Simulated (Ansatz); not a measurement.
Al: space group C2/c (No. 15), a = 2.817 Å, b = 8.798 Å, c = 2.897 Å, α = 90.00°, β = 90.61°, γ = 90.00°. Source: the end point of a relaxation with DFT, revPBE, plane waves (420 eV) with PAW, scalar-relativistic in Ansatz; the starting structure was generated, so it need not be a known form of this composition. Forms under 0.4 % of the area are left out.

Q: Which faces does the BFDH rule predict for this crystal?

A: The forms computed, by share of the surface:

```json
{"form": "{020}", "faces": "2", "d (Å)": "4.399", "share of area (%)": "37.5"}
{"form": "{110}", "faces": "4", "d (Å)": "2.682", "share of area (%)": "28.1"}
{"form": "{021}", "faces": "4", "d (Å)": "2.419", "share of area (%)": "26.2"}
{"form": "{1 1 -1}", "faces": "4", "d (Å)": "1.978", "share of area (%)": "4.5"}
{"form": "{111}", "faces": "4", "d (Å)": "1.958", "share of area (%)": "3.8"}
```

Widths along a, b and c stand as 1.00 : 0.58 : 1.26.

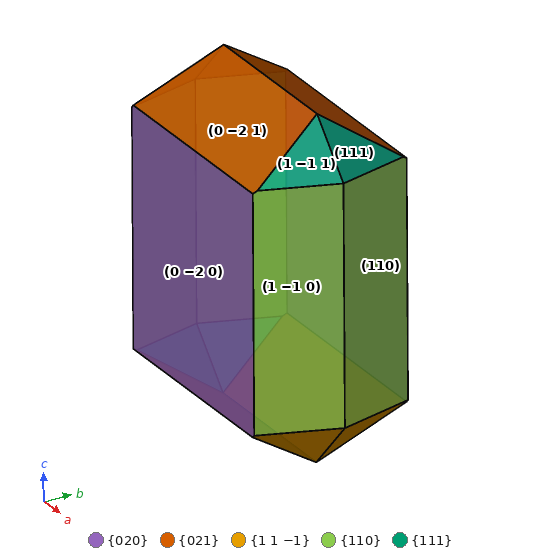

The computed shape, faces indexed. The rule is geometric and ignores bonding and growth conditions.
